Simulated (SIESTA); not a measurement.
# Energy of Zn along an even scaling of the cell

System: Zn (1 atom in the cell).
Method: Kohn-Sham DFT of a periodic cell, PBE, PseudoDojo 0.4 standard NC, numerical atomic orbitals, no spin polarisation (SIESTA 5.4.2).

The 7 runs differ only in the geometry, by an even scaling of the cell at fixed fractional positions. The structure derives from a Materials Project entry.

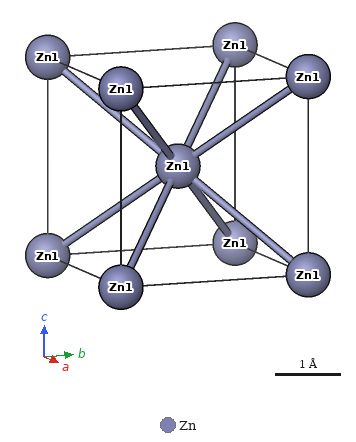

Figure 1. The structure of run 4 (ball-and-stick view of the cell 2 times as large as that of the calculation, set on its symmetry axes, seen slightly off an axis; atoms are numbered from 1 in the order of the input).

### Input of run 4
```
SystemName                      Zn
SystemLabel                     Zn
NumberOfSpecies                 1
NumberOfAtoms                   1
%block ChemicalSpeciesLabel
  1  30 Zn
%endblock ChemicalSpeciesLabel

UseStructFile                   true

%block kgrid.MonkhorstPack
   12   0   0  0.0
    0  12   0  0.0
    0   0  12  0.0
%endblock kgrid.MonkhorstPack
XC.Functional                   GGA
XC.Authors                      PBE
PAO.BasisSize                   DZP
PAO.EnergyShift                 0.002 Ry
Mesh.Cutoff                     800 Ry
OccupationFunction              FD
ElectronicTemperature           0.05 eV
MaxSCFIterations                120
SCF.MustConverge                false
SCF.Mixer.Method                Pulay
SCF.Mixer.Weight                0.25
SCF.Mixer.History               8
SCF.DM.Tolerance                5.0e-05
SCF.H.Tolerance                 1.0e-03 eV
WriteForces                     true
Charge.Mulliken                 end
Charge.Hirshfeld                end
Charge.Voronoi                  end
SaveRho                         true
SaveElectrostaticPotential      true
```

### File Zn.STRUCT_IN of run 4
```
  -1.5690370000     1.5690370000     1.5690370000
   1.5690370000    -1.5690370000     1.5690370000
   1.5690370000     1.5690370000    -1.5690370000
1
1  30    0.0000000000     0.0000000000     0.0000000000
```

Command:
```bash
siesta < Zn.fdf > Zn.out 2>&1
```

Run 3 has the same physical settings and fractional positions; its lattice vectors (Å) are:
```
  -1.558506    1.558506    1.558506
   1.558506   -1.558506    1.558506
   1.558506    1.558506   -1.558506
```

### Results, with one run withheld

```csv
run,volume per atom (Å³),"free energy per atom, from the lowest run given (meV)",pressure (GPa)
1,14.524,0.51,0.73
2,14.833,0.00,−0.15
3,15.142,?,?
4,15.451,8.39,−4.34
5,15.760,17.80,−5.29
6,16.069,28.59,−5.98
7,16.378,41.44,−7.34
```

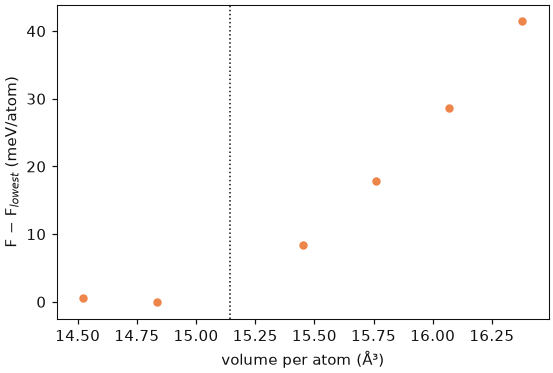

Figure 2. Free energy per atom of the runs given; the dotted line marks run 3.

Fit the runs given and predict run 3.

A cubic polynomial in V^(−2/3) (the Birch–Murnaghan form), fitted to the 6 runs given, misses them by at most 0.38 meV per atom. With x = V^(−2/3) − 0.16100 Å⁻², it reads F = 9.4742 − 3611.4 x + 3.1557e+05 x² + 2.7804e+06 x³ (meV per atom). At run 3 it gives 2.69 meV per atom, and the run itself gives 1.90. The slope of the fit gives a pressure −dF/dV of −2.37 GPa there, and the run prints −2.15 GPa. The two needn't agree exactly: the fit is approximate, and the printed stress is taken on a finite basis. The fit has its minimum at 14.740 Å³ per atom, where V d²F/dV² gives 96.3 GPa: the bulk modulus at this level, since symmetry fixes the shape and the positions. So low a polynomial doesn't follow these energies more closely.

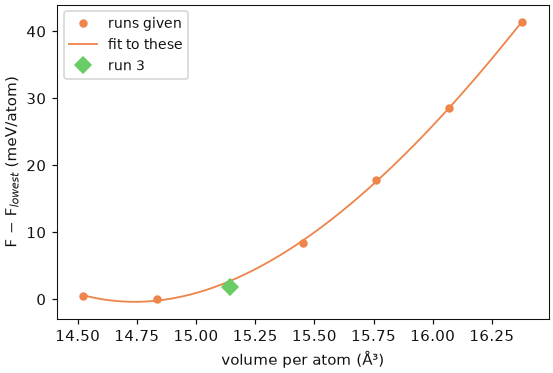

Figure 3. The fit and the withheld run.

### Some lines of the output (run 3)
```
[...]
outcell: Cell volume (Ang**3)        :     15.1421
stepf: Fermi-Dirac step function
siesta: Etot    =     -5683.612322
siesta: FreeEng =     -5683.614522
        iscf     Eharris(eV)        E_KS(eV)     FreeEng(eV)     dDmax    Ef(eV) dHmax(eV)
siesta: E_KS(eV) =            -5687.3444
siesta: E_KS - E_eggbox =     -5687.3444
siesta: Etot    =     -5687.344369
siesta: FreeEng =     -5687.347672
siesta:         Fermi =      -0.154037
siesta: Cell volume =         15.142083 Ang**3
    Orbital volume contribution        =           0.602827 eV
```

Notes: Points of doubt noted for this run: valence orbitals made in semicore potential. With a small basis of atomic orbitals these values can differ much from converged plane-wave results.
